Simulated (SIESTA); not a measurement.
System: Ge (space group Cmcm).

How it was computed, with SIESTA 5.4.2: DFT in numerical atomic orbitals with pseudopotentials, no spin polarisation; energies at scaled volumes of the given cell, shape and fractions fixed, counted from the fit's minimum, third-order Birch-Murnaghan fit. All runs: no spin polarisation.

| setting | value |
| --- | --- |
| k mesh | 10×10×6 |
| occupations | Fermi–Dirac |
| smearing width | 0.05 eV |
| potentials | PseudoDojo 0.4 standard, converted to PSML, two zetas on semicore shells |

Describe the result: the energy against volume, with one curve for each functional. The cases: PBEsol; LDA.

The fitted equilibrium volumes, smallest first, are LDA 18.265, PBEsol 18.657 Å³/atom. The fitted bulk moduli, smallest first, are PBEsol 77.1, LDA 78.8 GPa.

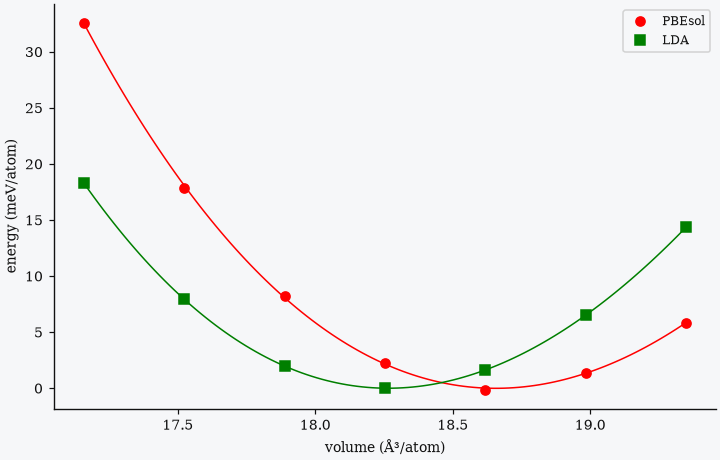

Caveats: mulliken charges of long orbitals; shape and atomic fractions are frozen while scaling, which makes layered, chain and framework solids too stiff.
